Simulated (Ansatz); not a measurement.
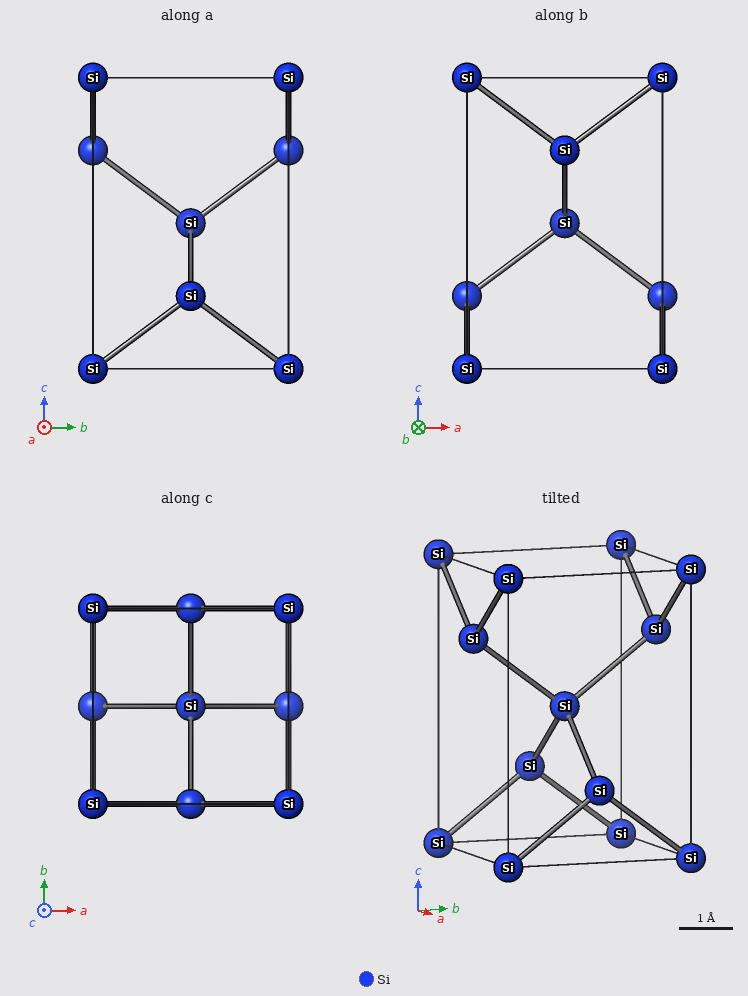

The figure gives a ball-and-stick picture of the atoms, viewed along the a axis, along the b axis, along the c axis and slightly off an axis. The wireframe shows the conventional unit cell.

Lattice parameters: a = 3.7342 Å, b = 3.7342 Å, c = 5.5633 Å, α = 90.000°, β = 90.000°, γ = 90.000°.

**From the views, write a CIF in P1 with every atom of the cell.**

```cif
data_structure
_symmetry_space_group_name_H-M 'P 1'
_symmetry_Int_Tables_number 1
_cell_length_a 3.7342
_cell_length_b 3.7342
_cell_length_c 5.5633
_cell_angle_alpha 90.000
_cell_angle_beta 90.000
_cell_angle_gamma 90.000
_cell_volume 77.58
loop_
_atom_site_label
_atom_site_type_symbol
_atom_site_fract_x
_atom_site_fract_y
_atom_site_fract_z
_atom_site_occupancy
Si1 Si 0.0000 0.0000 0.0000 1
Si2 Si 0.0000 0.5000 0.2500 1
Si3 Si 0.5000 0.5000 0.5000 1
Si4 Si 0.5000 0.0000 0.7500 1
```

It goes back to a structure type filled with this element by a generator (whether the element takes this form wasn't checked). The cell was then strained or its atoms displaced on purpose. Ansatz was used for an electronic-structure calculation on it.

At this level of theory the cell isn't at rest (compressed, at 4 GPa), so its distances can differ from those at equilibrium, the more so the softer the solid.
